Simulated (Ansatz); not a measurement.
Geometry relaxation of NiSi$_{3}$ (part 1 of 2)

NiSi$_{3}$ (Fm-3m, 4 atoms in the cell), computed with DFT PBEsol, scalar-relativistic, plane waves, PAW, no spin polarisation (Ansatz 0.2.0).

The structure was built on a prototype by a generator; it need not be a known phase. Figures and captions count atoms from 1; the log counts them from 0 in places.

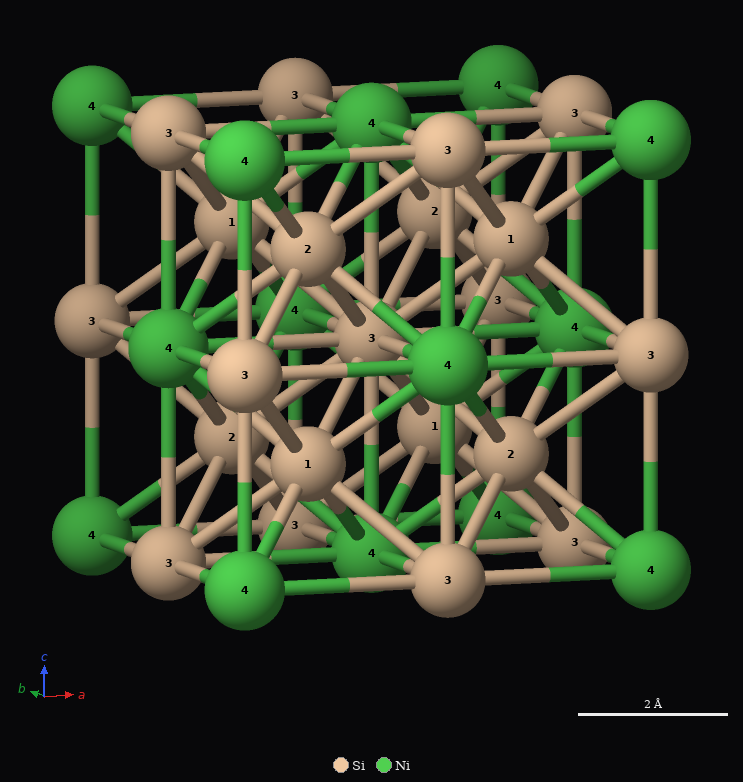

Fig. 1: The structure as given in the input (ball-and-stick view of the cell 4 times as large as that of the calculation, set on its symmetry axes, seen slightly off an axis; atoms are numbered from 1 in the order of the input). An atom can appear more than once, as a periodic image.

### Summary

| quantity | value |
| --- | --- |
| outcome | converged |
| space group (tolerance 0.01 Å) | Fm-3m (225) |
| electrons treated | 30 |
| free energy | −7668.6551 eV |
| Fermi energy | 13.087 eV |
| gap on the k-point mesh | none (metallic) |
| pressure | 0.01 GPa |
| final volume | 51.59 Å³ |
| largest force (length of the vector) at the end | under 0.001 eV/Å |
| final cell | a = 4.178 Å, b = 4.178 Å, c = 4.178 Å, α = 60.00°, β = 60.00°, γ = 60.00° |
| hardware | 1 thread of Arm Neoverse V2, 24 GiB of memory available, shared host |
| wall time | 18 s |
| peak memory | 0.37 GiB |

### Remarks

The run has no spin polarisation, so a magnetic state may lie lower.

### Input
```yaml
crystal:
  lattice:
    - [0.0, 2.9229053813, 2.9229053813]
    - [2.9229053813, 0.0, 2.9229053813]
    - [2.9229053813, 2.9229053813, 0.0]
  atoms:
    - { symbol: Si, position: [0.25, 0.25, 0.25] }
    - { symbol: Si, position: [0.75, 0.75, 0.75] }
    - { symbol: Si, position: [0.5, 0.5, 0.5] }
    - { symbol: Ni, position: [0.0, 0.0, 0.0] }
basis:
  ecutwfc: 420
kpoints:
  mp_grid: { grid: [12, 12, 12] }
hamiltonian:
  xc: pbesol
scf:
  occupations: { method: gaussian, width: 0.1 }
output:
  forces: true
  stress: true
  eigenvalues: true
relax:
  adjacent_minimum: "off"
  f_tol: 0.01
  max_steps: 80
  cell: { stress_tol: 0.05 }
```

Run as:
```bash
ansatz run input.yaml --threads 1 --pin off --max-ram 2560MiB --backend cpu --events-out ev --progress --plain --runs-dir out
```

### What the program printed
```
Engine: ansatz 0.2.0, aarch64-unknown-linux-gnu
Pseudopotentials: kind: paw
Pseudopotential: Si, paw, valence charge 4, recommended cutoff 420 eV (normal), Si.paw.azcp
Pseudopotential: Ni, paw, valence charge 18, recommended cutoff 420 eV (normal), Ni.paw.azcp
Functional definition: PBEsol
  exchange = pbesol_x
  correlation = pbesol_c
Crystal: 4 atoms, lattice volume = 49.943 Å³
Basis set: ecut = 420 eV, 941 PW (Γ), exchange–correlation on 60×60×60 points (8 copies of the dense FFT grid, shifted against one another)
Bands: 19, of which v1, the nominal top of the filled ones, is band 15 counted from 1 (14 counted from 0)
Symmetry: 48 space group operations
Space group: Fm-3m (ITA 225), of the structure as read, at distance tolerance 3.7e-5 Å
k-points: 72 of 1728
Non-local potential: Si, projectors of the file, l = 0: 2, l = 1: 2, l = 2: 2
Non-local potential: Ni, projectors of the file, l = 0: 3, l = 1: 2, l = 2: 3, l = 3: 1
PAW form: soft (Blöchl's): semilocal exchange-correlation on the pseudo side does not see the compensation charge
PAW frozen core: Si, regenerated for the run's functional, and the local potential with it (the file was generated under x = pbe(κ = 0.804, μ = 0.2195149727645171), c = pbe(β = 0.06672455060314922))
PAW frozen core: Ni, regenerated for the run's functional, and the local potential with it (the file was generated under x = pbe(κ = 0.804, μ = 0.2195149727645171), c = pbe(β = 0.06672455060314922))
PAW one-centre angular grid: Si, 110 points (default); XC on 64 Gauss nodes
PAW one-centre angular grid: Ni, 590 points (default); XC on 64 Gauss nodes
Initial density: superposition of atomic densities (neutral atoms: chi_scale 0, normalization atom), corrected by the library's trained network
Initial wavefunctions: pseudopotential atomic-orbital guess
Functional: x = pbesol(κ = 0.804, μ = 0.12345679012345678), c = pbesol(β = 0.046)
SCF iter   1: F=—  HF=-7668.637662 eV  |F-HF|=—  |Δ(HF+E_count)|=         —  Δρ=4.40e-3  dr2=1.43e-2  ethr=1.77e-3  ⟨swp⟩=5.3  Hψ=6786  notcnv=0
preconditioner: auto → Kerker (q_TF=auto, 2.506 Å⁻¹)  [metal: Δε(μ)=0.005 eV  Ē_g=7.027 eV  σ=0.100 eV  W_gap=0.03  n_scr=14 (ndim 8)  ℏωp=24.6 eV  f_vac=0.000  D(μ)=3.00/eV (n_scr^D=26)]
SCF iter   2: F=—  HF=-7668.634368 eV  |F-HF|=—  |Δ(HF+E_count)|=   3.29e-3  Δρ=2.71e-3  dr2=6.73e-3  ethr=4.76e-5  ⟨swp⟩=2.1  Hψ=2917  notcnv=0
SCF iter   3: F=—  HF=-7668.632807 eV  |F-HF|=—  |Δ(HF+E_count)|=   1.56e-3  Δρ=9.46e-4  dr2=3.16e-4  ethr=2.24e-5  ⟨swp⟩=2.5  Hψ=2178  notcnv=0
SCF iter   4: F=—  HF=-7668.632699 eV  |F-HF|=—  |Δ(HF+E_count)|=   1.08e-4  Δρ=1.60e-4  dr2=1.08e-5  ethr=1.05e-6  ⟨swp⟩=2.4  Hψ=2219  notcnv=0
SCF iter   5: F=—  HF=-7668.632696 eV  |F-HF|=—  |Δ(HF+E_count)|=   2.87e-6  Δρ=2.80e-5  dr2=3.02e-7  ethr=3.60e-8  ⟨swp⟩=2.3  Hψ=2162  notcnv=0
SCF iter   6: F=—  HF=-7668.632696 eV  |F-HF|=—  |Δ(HF+E_count)|=   2.21e-8  Δρ=1.62e-5  dr2=1.00e-7  ethr=3.33e-10  ⟨swp⟩=5.8  Hψ=6574  notcnv=0
SCF iter   7: F=-7668.632696 eV  HF=-7668.632696 eV  |F-HF|=4.61e-9  |Δ(HF+E_count)|=   9.42e-9  Δρ=3.83e-6  dr2=5.82e-9  ethr=3.33e-10  ⟨swp⟩=4.1  Hψ=4545  notcnv=0
SCF 1 converged in 7 iterations: F = -7668.632696 eV  dr2 = 5.82e-9
  greatest PAW one-centre occupation: 1.001 electrons in one spin orbital (limit 2), on the Ni atom at site 3 (counted from 0), in its partial waves of l = 1
relax step   1: F+E_penalty+E_count = -7668.63269589 eV  Δ(F+E_penalty+E_count) = +0.000e0 eV  max|allowed force component| = 1.265e-17 eV/Å  Δτ_max = 0.0000 Å  P = +4.475 GPa  Ω = 49.943 Å³  (7 SCF iters, dr2 threshold 1.00e-7 eV, accepted)
Crystal: 4 atoms, lattice volume = 50.949 Å³
Basis set: ecut = 420 eV, 965 PW (Γ), exchange–correlation on 60×60×60 points (8 copies of the dense FFT grid, shifted against one another)
Initial density: handed on by an earlier stage of this run
Initial wavefunctions: those handed on with the density
iter 1 solved again at ethr=4.97e-6 eV; its pass at ethr=3.10e-3 eV (dr2=1.49e-3 eV) is discarded
SCF iter   1: F=—  HF=-7668.651804 eV  |F-HF|=—  |Δ(HF+E_count)|=         —  Δρ=2.27e-3  dr2=1.75e-3  ethr=4.97e-6  ⟨swp⟩=1.1  Hψ=7792  notcnv=0
preconditioner: auto → Kerker (q_TF=auto, 2.498 Å⁻¹)  [metal: Δε(μ)=0.017 eV  Ē_g=6.897 eV  σ=0.100 eV  W_gap=0.10  n_scr=14 (ndim 8)  ℏωp=24.4 eV  f_vac=0.000  D(μ)=3.01/eV (n_scr^D=26)]
SCF iter   2: F=—  HF=-7668.651609 eV  |F-HF|=—  |Δ(HF+E_count)|=   1.95e-4  Δρ=6.47e-4  dr2=1.66e-4  ethr=4.97e-6  ⟨swp⟩=1.1  Hψ=1381  notcnv=0
SCF iter   3: F=—  HF=-7668.651562 eV  |F-HF|=—  |Δ(HF+E_count)|=   4.62e-5  Δρ=1.76e-4  dr2=1.49e-5  ethr=5.53e-7  ⟨swp⟩=1.2  Hψ=1498  notcnv=0
SCF iter   4: F=—  HF=-7668.651558 eV  |F-HF|=—  |Δ(HF+E_count)|=   4.58e-6  Δρ=9.06e-5  dr2=3.61e-6  ethr=4.95e-8  ⟨swp⟩=2.1  Hψ=2115  notcnv=0
iter 5 did not close the SCF: its close was put off for the readings that it lacked (scf_convergence_deferred on its scf_iter line)
SCF iter   5: F=-7668.651557 eV  HF=-7668.651557 eV  |F-HF|=4.00e-8  |Δ(HF+E_count)|=   5.18e-7  Δρ=7.28e-6  dr2=3.14e-8  ethr=1.20e-8  ⟨swp⟩=1.2  Hψ=1459  notcnv=0
SCF iter   6: F=-7668.651557 eV  HF=-7668.651557 eV  |F-HF|=8.31e-10  |Δ(HF+E_count)|=   1.86e-8  Δρ=1.20e-6  dr2=6.54e-10  ethr=1.05e-10  ⟨swp⟩=2.1  Hψ=4524  notcnv=0
SCF 2 converged in 6 iterations: F = -7668.651557 eV  dr2 = 6.54e-10
relax step   2: F+E_penalty+E_count = -7668.65155716 eV  Δ(F+E_penalty+E_count) = -1.886e-2 eV  max|allowed force component| = 3.123e-17 eV/Å  Δτ_max = 0.0000 Å  P = +1.650 GPa  Ω = 50.949 Å³  energy of the carried Pulay correction = -2.249e-4 eV  (6 SCF iters, dr2 threshold 4.00e-7 eV, accepted)
Crystal: 4 atoms, lattice volume = 51.556 Å³
iter 1 solved again at ethr=2.22e-6 eV; its pass at ethr=3.10e-3 eV (dr2=6.65e-4 eV) is discarded
SCF iter   1: F=—  HF=-7668.654754 eV  |F-HF|=—  |Δ(HF+E_count)|=         —  Δρ=1.28e-3  dr2=5.54e-4  ethr=2.22e-6  ⟨swp⟩=2.0  Hψ=7803  notcnv=0
preconditioner: auto → Kerker (q_TF=auto, 2.493 Å⁻¹)  [metal: Δε(μ)=0.011 eV  Ē_g=6.830 eV  σ=0.100 eV  W_gap=0.06  n_scr=14 (ndim 8)  ℏωp=24.3 eV  f_vac=0.000  D(μ)=3.00/eV (n_scr^D=26)]
SCF iter   2: F=—  HF=-7668.654692 eV  |F-HF|=—  |Δ(HF+E_count)|=   6.20e-5  Δρ=3.80e-4  dr2=5.61e-5  ethr=1.85e-6  ⟨swp⟩=1.0  Hψ=1370  notcnv=0
SCF iter   3: F=—  HF=-7668.654670 eV  |F-HF|=—  |Δ(HF+E_count)|=   2.22e-5  Δρ=9.30e-5  dr2=4.37e-6  ethr=1.87e-7  ⟨swp⟩=1.6  Hψ=1730  notcnv=0
SCF iter   4: F=—  HF=-7668.654669 eV  |F-HF|=—  |Δ(HF+E_count)|=   1.43e-6  Δρ=4.78e-5  dr2=1.08e-6  ethr=1.46e-8  ⟨swp⟩=2.1  Hψ=2108  notcnv=0
iter 5 did not close the SCF: its close was put off for the readings that it lacked (scf_convergence_deferred on its scf_iter line)
SCF iter   5: F=-7668.654668 eV  HF=-7668.654668 eV  |F-HF|=5.83e-9  |Δ(HF+E_count)|=   1.64e-7  Δρ=3.20e-6  dr2=5.63e-9  ethr=3.59e-9  ⟨swp⟩=1.3  Hψ=1543  notcnv=0
SCF iter   6: F=-7668.654668 eV  HF=-7668.654668 eV  |F-HF|=2.16e-10  |Δ(HF+E_count)|=   2.13e-9  Δρ=1.02e-6  dr2=4.00e-10  ethr=1.88e-11  ⟨swp⟩=1.7  Hψ=4210  notcnv=0
SCF 3 converged in 6 iterations: F = -7668.654668 eV  dr2 = 4.00e-10
relax step   3: F+E_penalty+E_count = -7668.65466843 eV  Δ(F+E_penalty+E_count) = -3.111e-3 eV  max|allowed force component| = 6.245e-17 eV/Å  Δτ_max = 0.0000 Å  P = +0.078 GPa  Ω = 51.556 Å³  energy of the carried Pulay correction = -3.584e-4 eV  (6 SCF iters, dr2 threshold 4.00e-7 eV, accepted)
Crystal: 4 atoms, lattice volume = 51.587 Å³
iter 1 solved again at ethr=5.69e-9 eV; its pass at ethr=3.10e-3 eV (dr2=1.71e-6 eV) is discarded
SCF iter   1: F=—  HF=-7668.654670 eV  |F-HF|=—  |Δ(HF+E_count)|=         —  Δρ=6.27e-5  dr2=1.32e-6  ethr=5.69e-9  ⟨swp⟩=2.0  Hψ=7651  notcnv=0
preconditioner: auto → Kerker (q_TF=auto, 2.493 Å⁻¹)  [metal: Δε(μ)=0.009 eV  Ē_g=6.825 eV  σ=0.100 eV  W_gap=0.05  n_scr=14 (ndim 8)  ℏωp=24.2 eV  f_vac=0.000  D(μ)=3.01/eV (n_scr^D=26)]
SCF iter   2: F=—  HF=-7668.654669 eV  |F-HF|=—  |Δ(HF+E_count)|=   5.05e-7  Δρ=1.91e-5  dr2=1.40e-7  ethr=4.41e-9  ⟨swp⟩=1.0  Hψ=1371  notcnv=0
iter 3 did not close the SCF: its close was put off for the readings that it lacked (scf_convergence_deferred on its scf_iter line)
SCF iter   3: F=-7668.654669 eV  HF=-7668.654669 eV  |F-HF|=6.29e-9  |Δ(HF+E_count)|=   4.05e-8  Δρ=4.54e-6  dr2=1.05e-8  ethr=4.66e-10  ⟨swp⟩=1.6  Hψ=1795  notcnv=0
iter 4 did not close the SCF: its close was put off for the readings that it lacked (scf_convergence_deferred on its scf_iter line)
SCF iter   4: F=-7668.654669 eV  HF=-7668.654669 eV  |F-HF|=2.13e-9  |Δ(HF+E_count)|=   3.58e-9  Δρ=2.33e-6  dr2=2.61e-9  ethr=3.51e-11  ⟨swp⟩=2.1  Hψ=2101  notcnv=0
iter 5 did not close the SCF: its close was put off for the readings that it lacked (scf_convergence_deferred on its scf_iter line)
SCF iter   5: F=-7668.654669 eV  HF=-7668.654669 eV  |F-HF|=1.36e-11  |Δ(HF+E_count)|=  4.14e-10  Δρ=1.44e-7  dr2=1.16e-11  ethr=8.71e-12  ⟨swp⟩=1.3  Hψ=1568  notcnv=0
SCF iter   6: F=-7668.654669 eV  HF=-7668.654669 eV  |F-HF|=2.73e-12  |Δ(HF+E_count)|=  2.73e-12  Δρ=5.82e-8  dr2=1.21e-12  ethr=1.00e-12  ⟨swp⟩=2.0  Hψ=3638  notcnv=0
SCF 4 converged in 6 iterations: F = -7668.654669 eV  dr2 = 1.21e-12
```
